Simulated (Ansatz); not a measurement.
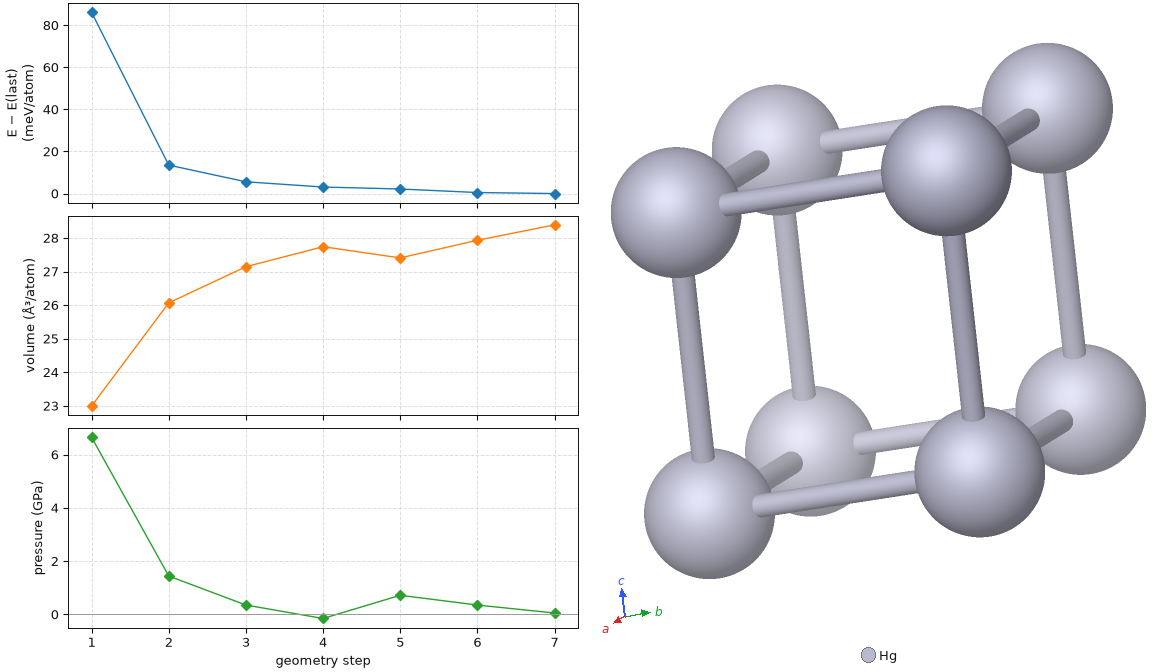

Beside the plot: the structure at the start.

History of a geometry optimisation. Hg (R-3m, 1 atom in the cell); Ansatz, DFT PBE, scalar-relativistic, plane waves, PAW; cutoff 600 eV, 8×8×8 k-mesh, Gaussian smearing of 0.05 eV. Atoms and cell relax. A closing SCF on a freshly chosen basis isn't drawn.

The optimisation met its thresholds at geometry 7, counting the start as the first. The energy fell by about 86 meV/atom from the first step to the last. All forces vanish by symmetry, so only the cell moves. The volume grows from 23.0 to 28.4 Å³ per atom (+23 %), as the pressure goes from 6.6 GPa to about 0 GPa.
